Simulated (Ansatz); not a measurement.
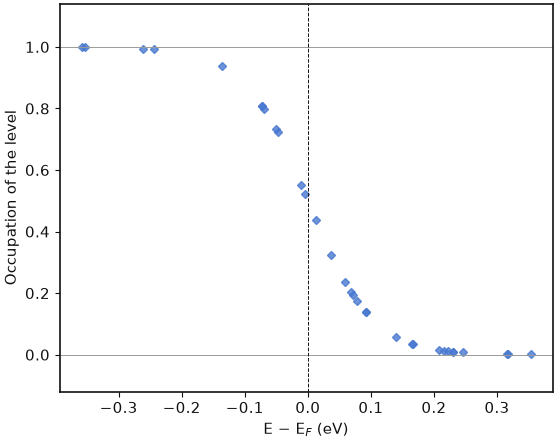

Occupations of the one-electron levels of the k mesh against their energy, from a run on Sr, space group Im-3m (No. 229), 1 atom in the cell, with Ansatz.

> Which smearing scheme was used (Fermi-Dirac, Gaussian, Methfessel-Paxton or cold), and about what width?

Fermi-Dirac smearing with a width of 0.05 eV. The occupations stay between 0 and 1 and have long exponential tails; the slope at the Fermi level is 1/(4 × width).
